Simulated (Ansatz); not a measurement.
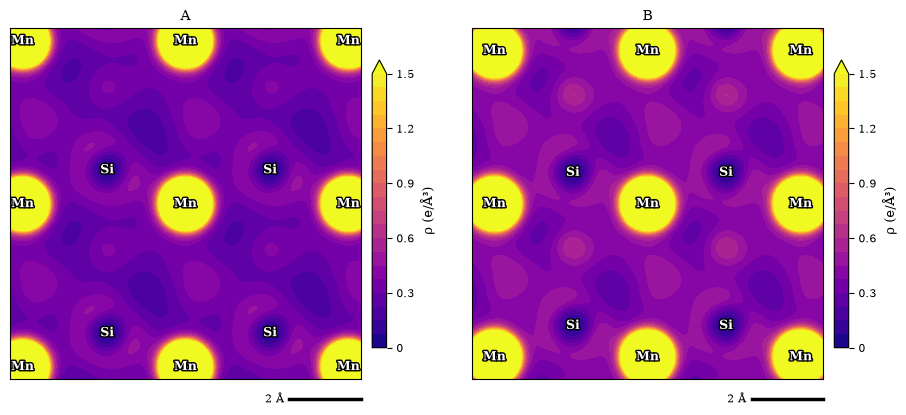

MnSi. The valence electron density of two cells that differ in size, on the (010) plane of each (indices in the axes of the calculation cell), at one length scale and on one colour scale; one has 9.8 and the other 11.8 Å³ an atom.

Space group P2₁3; spin-polarised.

Method: DFT PBEsol, scalar-relativistic, plane waves, PAW in Ansatz.

The density is the valence pseudo-density of a PAW calculation; it isn't the true density close to the nuclei.

The larger cell:

```
CELL_PARAMETERS angstrom
4.55846 0.00000 0.00000
0.00000 4.55846 0.00000
0.00000 0.00000 4.55846
ATOMIC_POSITIONS crystal
Mn 0.13520 0.13520 0.13520
Mn 0.36480 0.86480 0.63520
Mn 0.63520 0.36480 0.86480
Mn 0.86480 0.63520 0.36480
Si 0.84459 0.84459 0.84459
Si 0.65541 0.15541 0.34459
Si 0.34459 0.65541 0.15541
Si 0.15541 0.34459 0.65541
```

The smaller cell: a = 4.284 Å, b = 4.284 Å, c = 4.284 Å, α = 90.00°, β = 90.00°, γ = 90.00°.

**Which is the denser cell? Describe the effect of the change.**

Panel B is the smaller cell, by 17 % in volume. From the larger cell to the smaller, Mn–Si goes from 2.39 to 2.27 Å, and the density at its midpoint from 0.43 to 0.53 e/Å³; the pressure goes from −11 to 36 GPa; the largest moment (Mn) goes from 1.0 to 0.4 μB.
